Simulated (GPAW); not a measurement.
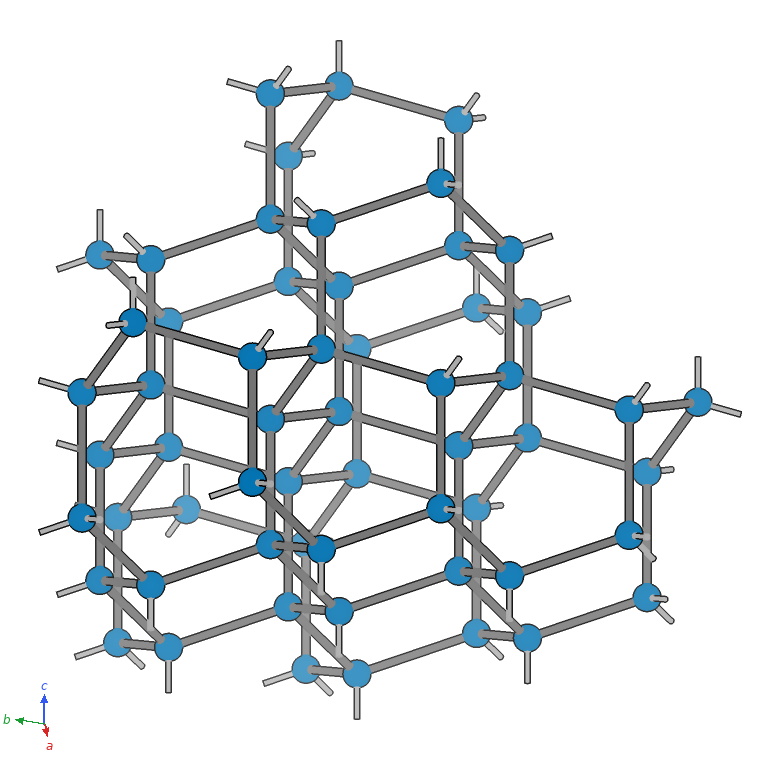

The picture shows a finite piece of the underlying net of a crystal structure, nodes on the atoms' positions. Nodes are coloured by topological kind. Short stubs are edges that leave the cut-out.

### Describe the net.

A uninodal 4-connected, three-periodic net. It is the lon net, known from lonsdaleite, wurtzite and tridymite.

### Give point symbol and coordination sequence.

6^6, sequence 4, 12, 25, 44, 67, 96.

Origin of the net. SiC (space group P6_3mc, No. 186). Coordinates: an entry of the Crystallography Open Database, as set up for an electronic-structure calculation. Bonds are taken as C–Si below 2.2 Å; no other contact counts. Simplification: prune 0- and 1-connected atoms, fold 2-connected ones into links. Si and C are 4-connected nodes.
